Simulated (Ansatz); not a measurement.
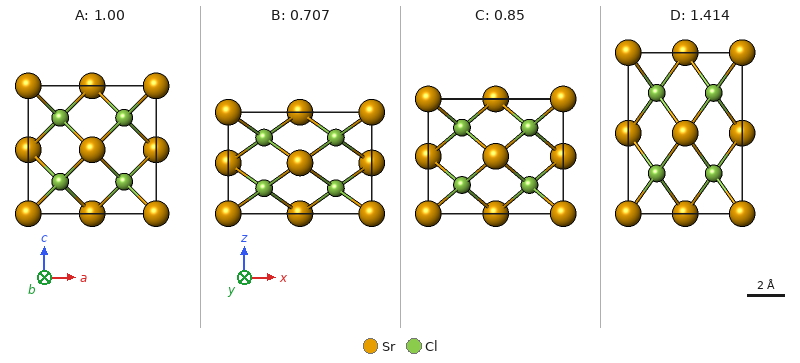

A scan of a crystal of SrCl₂ (Fm-3m): the ratio of the cell's length along z to its lengths across, counted as 1 for the reference, is changed at fixed volume (a tetragonal or Bain path), with the atoms kept at their fractional coordinates. x, y and z are the Cartesian axes of the input. The picture is a ball-and-stick view of the conventional cell (4 times the calculation's cell), seen along the b axis. Lengths and directions refer to the drawn axes.

The calculation used Ansatz, DFT r2SCAN, scalar-relativistic, plane waves, PAW. Set-up: plane-wave cutoff 500 eV; k-point mesh 6 × 6 × 6; occupations gaussian; smearing width 0.05 eV; no spin polarisation. Energies (free energies at the smearing named) are counted from the cell as listed in its source, which wasn't relaxed.

### Order these geometries by energy, lowest first.

Lowest first: A (the relative ratio 1.00, 0 meV/atom), C (the relative ratio 0.85, 94 meV/atom), D (the relative ratio 1.414, 421 meV/atom), B (the relative ratio 0.707, 514 meV/atom). Over the whole scan: the lowest computed point lies at the relative ratio 1.00 (0 meV/atom). The end points stand at 514 meV/atom (0.707) and 421 meV/atom (1.414). The distortion takes the space group from Fm-3m to I4/mmm. At the relative ratio 1.414 the cell of the drawing goes a 6.971 → 6.211 Å, b 6.971 → 6.211 Å, c 6.971 → 8.782 Å.
